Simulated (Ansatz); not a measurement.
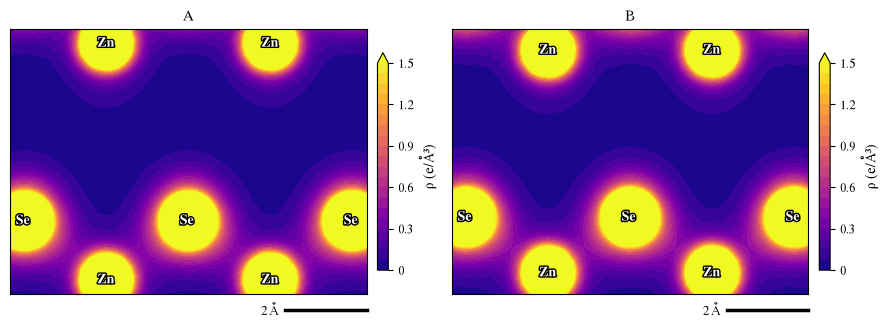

ZnSe. The valence charge density (pseudo) of two cells that differ in size and shape, on the (11̄0) plane of each (indices in the axes of the calculation cell), at one length scale and on one colour scale: A has 23.2 Å³ an atom and B 21.8.

Method: DFT, HSE06, plane waves, PAW (Ansatz 0.2.0).

The density is the valence pseudo-density of a PAW calculation; it isn't the true density close to the nuclei.

Question: What changes from the larger cell to the smaller?

Answer: From the larger cell to the smaller, Zn–Se goes from 2.47 to 2.42 Å, and the density at its midpoint from 0.46 to 0.49 e/Å³; the pressure goes from 0.0 to 4.2 GPa; the Kohn–Sham gap goes from 2.3 eV to 2.5 eV.
